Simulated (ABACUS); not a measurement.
**Band-structure run, with input and output: ZrO$_{2}$ (part 2 of 2)**

Continued. System: ZrO$_{2}$ (Fm-3m, 3 atoms in the cell). Method: Kohn-Sham DFT of a periodic cell, PBE, spin-orbit coupling, PseudoDojo NC FR 0.4 PBE standard, no spin polarisation (ABACUS 3.10.1); cutoff 1360.57 eV, fermi-dirac of 0.05 eV. The structure derives from a Materials Project entry. It belongs to a series of runs on one base structure; here: bands on the converged density.

Geometry of the input (Å; fractional positions):
```
0.0000  2.5451  2.5451
2.5451  0.0000  2.5451
2.5451  2.5451  0.0000
Zr 0.0000  0.0000  0.0000
O  0.7500  0.7500  0.7500
O  0.2500  0.2500  0.2500
```

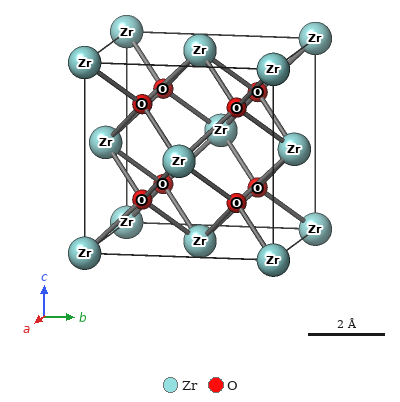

Figure 1. The structure as given in the input (ball-and-stick view of the cell 4 times as large as that of the calculation, set on its symmetry axes, seen slightly off an axis). An atom can appear more than once, as a periodic image.

**What the program printed, continued**
```
----------------------------------------------------------

 charge density convergence is achieved
 final etot is -2282.2424035 eV
 EFERMI = 13.886593597 eV

 STATE ENERGY(eV) AND OCCUPATIONS    NSPIN == 4
 1/102 kpoint (Cartesian) = 0.0000 0.0000 0.0000 (930 pws)
       1       -35.9473     0.00980392
       2       -35.9473     0.00980392
       3       -14.9626     0.00980392
       4       -14.9626     0.00980392
       5       -13.1975     0.00980392
       6       -13.1975     0.00980392
       7       -13.1975     0.00980392
       8       -13.1975     0.00980392
       9       -5.90521     0.00980392
      10       -5.90521     0.00980392
      11       -3.34238     0.00980392
      12       -3.34238     0.00980392
      13        6.98347     0.00980392
      14        6.98347     0.00980392
      15        6.98642     0.00980392
      16        6.98642     0.00980392
      17        6.98642     0.00980392
      18        6.98642     0.00980392
      19        11.6547     0.00980392
      20        11.6547     0.00980392
      21        11.7270     0.00980392
      22        11.7270     0.00980392
      23        11.7270     0.00980392
      24        11.7270     0.00980392
      25        15.5372    4.51329e-17
      26        15.5372    4.51329e-17
      27        15.5372    4.51329e-17
      28        15.5372    4.51329e-17
      29        19.1338    2.59961e-48
      30        19.1338    2.59961e-48
      31        21.4979    7.58623e-69
      32        21.4979    7.58623e-69
      33        21.4979    7.58623e-69
      34        21.4979    7.58623e-69
      35        21.5885    1.24102e-69
      36        21.5885    1.24102e-69
      37        26.5076        0.00000
      38        26.5076        0.00000
      39        26.8317        0.00000
      40        26.8317        0.00000
      41        26.8317        0.00000
      42        26.8317        0.00000
      43        35.8441        0.00000
      44        35.8441        0.00000

 2/102 kpoint (Cartesian) = 0.0000 0.019646 0.0000 (939 pws)
       1       -35.9458     0.00980392
       2       -35.9458     0.00980392
       3       -14.9708     0.00980392
       4       -14.9708     0.00980392
       5       -13.2146     0.00980392
       6       -13.2146     0.00980392
       7       -13.2021     0.00980392
       8       -13.2021     0.00980392
       9       -5.85619     0.00980392
      10       -5.85619     0.00980392
      11       -3.37923     0.00980392
      12       -3.37923     0.00980392
      13        7.01495     0.00980392
      14        7.01495     0.00980392
      15        7.01558     0.00980392
      16        7.01558     0.00980392
      17        7.08761     0.00980392
      18        7.08761     0.00980392
      19        11.4647     0.00980392
      20        11.4647     0.00980392
      21        11.6910     0.00980392
      22        11.6910     0.00980392
      23        11.7348     0.00980392
      24        11.7348     0.00980392
      25        15.5653    2.57363e-17
      26        15.5653    2.57363e-17
      27        15.6455    5.17788e-18
      28        15.6455    5.17788e-18
      29        19.2597    2.09293e-49
      30        19.2597    2.09293e-49
      31        21.3991    5.47721e-68
      32        21.3991    5.47721e-68
      33        21.4279    3.07706e-68
      34        21.4279    3.07706e-68
      35        21.5152    5.36900e-69
      36        21.5152    5.36900e-69
      37        26.5407        0.00000
      38        26.5407        0.00000
      39        26.8393        0.00000
      40        26.8393        0.00000
      41        26.9315        0.00000
      42        26.9315        0.00000
      43        36.1046        0.00000
      44        36.1046        0.00000

 3/102 kpoint (Cartesian) = 0.0000 0.039292 0.0000 (942 pws)
       1       -35.9414     0.00980392
       2       -35.9414     0.00980392
       3       -14.9942     0.00980392
       4       -14.9942     0.00980392
       5       -13.2629     0.00980392
       6       -13.2629     0.00980392
       7       -13.2155     0.00980392
       8       -13.2155     0.00980392
       9       -5.71386     0.00980392
      10       -5.71386     0.00980392
      11       -3.48338     0.00980392
      12       -3.48338     0.00980392
      13        7.10289     0.00980392
      14        7.10289     0.00980392
      15        7.10631     0.00980392
      16        7.10631     0.00980392
      17        7.38597     0.00980392
      18        7.38597     0.00980392
      19        10.8771     0.00980392
      20        10.8771     0.00980392
      21        11.7040     0.00980392
      22        11.7040     0.00980392
      23        11.7526     0.00980392
      24        11.7526     0.00980392
      25        15.6480    4.92277e-18
      26        15.6480    4.92277e-18
      27        15.8855    4.25604e-20
      28        15.8855    4.25604e-20
      29        19.6006    2.29354e-52
      30        19.6006    2.29354e-52
      31        21.1353    1.07090e-65
      32        21.1353    1.07090e-65
      33        21.1916    3.47301e-66
      34        21.1916    3.47301e-66
      35        21.3510    1.43361e-67
      36        21.3510    1.43361e-67
      37        26.4979        0.00000
      38        26.4979        0.00000
      39        27.0407        0.00000
      40        27.0407        0.00000
      41        27.2030        0.00000
      42        27.2030        0.00000
      43        35.8489        0.00000
      44        35.8489        0.00000

 4/102 kpoint (Cartesian) = 0.0000 0.058937 0.0000 (941 pws)
       1       -35.9346     0.00980392
       2       -35.9346     0.00980392
       3       -15.0309     0.00980392
       4       -15.0309     0.00980392
       5       -13.3347     0.00980392
       6       -13.3347     0.00980392
       7       -13.2362     0.00980392
       8       -13.2362     0.00980392
       9       -5.49146     0.00980392
      10       -5.49146     0.00980392
      11       -3.63800     0.00980392
      12       -3.63800     0.00980392
      13        7.24763     0.00980392
      14        7.24763     0.00980392
      15        7.25754     0.00980392
      16        7.25754     0.00980392
      17        7.85857     0.00980392
      18        7.85857     0.00980392
      19        10.1105     0.00980392
      20        10.1105     0.00980392
      21        11.7145     0.00980392
      22        11.7145     0.00980392
      23        11.7654     0.00980392
      24        11.7654     0.00980392
      25        15.7805    3.47662e-19
      26        15.7805    3.47662e-19
      27        16.1296    3.22795e-22
      28        16.1296    3.22795e-22
      29        20.0714    1.86674e-56
      30        20.0714    1.86674e-56
      31        20.7794    1.32271e-62
      32        20.7794    1.32271e-62
      33        20.8458    3.50611e-63
      34        20.8458    3.50611e-63
      35        21.1049    1.96620e-65
      36        21.1049    1.96620e-65
      37        26.4623        0.00000
      38        26.4623        0.00000
      39        27.4210        0.00000
      40        27.4210        0.00000
      41        27.5827        0.00000
      42        27.5827        0.00000
      43        34.6414        0.00000
      44        34.6414        0.00000

 5/102 kpoint (Cartesian) = 0.0000 0.078583 0.0000 (950 pws)
       1       -35.9261     0.00980392
       2       -35.9261     0.00980392
       3       -15.0775     0.00980392
       4       -15.0775     0.00980392
       5       -13.4197     0.00980392
       6       -13.4197     0.00980392
       7       -13.2623     0.00980392
       8       -13.2623     0.00980392
       9       -5.20874     0.00980392
      10       -5.20874     0.00980392
      11       -3.82122     0.00980392
      12       -3.82122     0.00980392
      13        7.44807     0.00980392
      14        7.44807     0.00980392
      15        7.46657     0.00980392
      16        7.46657     0.00980392
      17        8.47402     0.00980392
      18        8.47402     0.00980392
      19        9.29374     0.00980392
      20        9.29374     0.00980392
      21        11.6980     0.00980392
      22        11.6980     0.00980392
      23        11.7509     0.00980392
      24        11.7509     0.00980392
      25        15.9544    1.07235e-20
      26        15.9544    1.07235e-20
      27        16.3049    9.68919e-24
      28        16.3049    9.68919e-24
      29        20.4040    2.40782e-59
      30        20.4040    2.40782e-59
      31        20.4744    5.89087e-60
      32        20.4744    5.89087e-60
      33        20.6072    4.13685e-61
      34        20.6072    4.13685e-61
      35        20.7620    1.87137e-62
      36        20.7620    1.87137e-62
      37        26.5844        0.00000
      38        26.5844        0.00000
      39        27.8598        0.00000
      40        27.8598        0.00000
      41        28.0038        0.00000
      42        28.0038        0.00000
      43        33.4315        0.00000
      44        33.4315        0.00000

 6/102 kpoint (Cartesian) = 0.0000 0.098229 0.0000 (962 pws)
       1       -35.9166     0.00980392
       2       -35.9166     0.00980392
       3       -15.1297     0.00980392
       4       -15.1297     0.00980392
       5       -13.5075     0.00980392
       6       -13.5075     0.00980392
       7       -13.2910     0.00980392
       8       -13.2910     0.00980392
       9       -4.88991     0.00980392
      10       -4.88991     0.00980392
      11       -4.01131     0.00980392
      12       -4.01131     0.00980392
      13        7.70040     0.00980392
      14        7.70040     0.00980392
      15        7.72930     0.00980392
      16        7.72930     0.00980392
      17        8.50253     0.00980392
      18        8.50253     0.00980392
      19        9.19509     0.00980392
      20        9.19509     0.00980392
      21        11.6308     0.00980392
      22        11.6308     0.00980392
      23        11.6853     0.00980392
      24        11.6853     0.00980392
      25        16.1574    1.85199e-22
      26        16.1574    1.85199e-22
      27        16.3794    2.18225e-24
      28        16.3794    2.18225e-24
      29        20.0666    2.05462e-56
      30        20.0666    2.05462e-56
      31        20.1337    5.36881e-57
      32        20.1337    5.36881e-57
      33        20.3242    1.18815e-58
      34        20.3242    1.18815e-58
      35        21.2094    2.43518e-66
      36        21.2094    2.43518e-66
      37        26.8847        0.00000
      38        26.8847        0.00000
      39        28.2886        0.00000
      40        28.2886        0.00000
      41        28.4100        0.00000
      42        28.4100        0.00000
      43        32.2995        0.00000
      44        32.2995        0.00000

[... levels at 96 further k points ...]

 --------------------------------------------
 !FINAL_ETOT_IS -2282.242403532911 eV
 --------------------------------------------

 Output bands in file: OUT.ZrO2/BANDS_1.dat
```

**Standard output**
```
ABACUS v3.10.1

               Atomic-orbital Based Ab-initio Computation at UStc

%%%%%%%%%%%%%%%%%%%%%%%%%%%%%%%%%%%%%%%%%%%%%%%%%%%%%%%%%%%%%%%%%%%%%%%%%%%%%%%%%%%%%%%%%%%%%%%%%%%%%%%%%
 Warning: the number of valence electrons in pseudopotential > 4 for Zr: [Kr] 4d2 5s2
 Pseudopotentials with additional electrons can yield (more) accurate outcomes, but may be less efficient.
 If you're confident that your chosen pseudopotential is appropriate, you can safely ignore this warning.
%%%%%%%%%%%%%%%%%%%%%%%%%%%%%%%%%%%%%%%%%%%%%%%%%%%%%%%%%%%%%%%%%%%%%%%%%%%%%%%%%%%%%%%%%%%%%%%%%%%%%%%%%

 UNIFORM GRID DIM        : 45 * 45 * 45
 UNIFORM GRID DIM(BIG)   : 15 * 15 * 15
 ---------------------------------------------------------
 ---------------------------------------------------------
 SPIN    KPOINTS         PROCESSORS  THREADS     NBASE
 4       102             4           4           104
 ---------------------------------------------------------
 Use Systematically Improvable Atomic bases
 ---------------------------------------------------------
 ELEMENT ORBITALS        NBASE       NATOM       XC
 Zr      3s2p2d1f-8au    26          1
 O       2s2p1d-6au      13          2
 ---------------------------------------------------------
 Initial plane wave basis and FFT box
 ---------------------------------------------------------
 -------------------------------------------
 NONSELF-CONSISTENT :
 -------------------------------------------
 START CHARGE      : file
 ITER     TMAGX      TMAGY      TMAGZ       AMAG        ETOT/eV          EDIFF/eV         DRHO     TIME/s
 GE1      1.68e-14   1.87e-14  -1.07e-13   5.09e-13  -2.28224240e+03   0.00000000e+00   0.0000e+00   1.67
```

**Key numbers**

| quantity | value |
| --- | --- |
| outcome | converged |
| space group (tolerance 0.01 Å) | Fm-3m (225) |
| electrons treated | 24 |
| gap on the band path | 3.31 eV |
| hardware | 4 threads of Intel Xeon (Granite Rapids), 64 GiB of memory available, shared host |
| wall time | 2.2 s (CPU time 7.5 s) |
| peak memory | 0.56 GiB |

**Remarks**

Points of doubt noted for this run: home made orbitals.
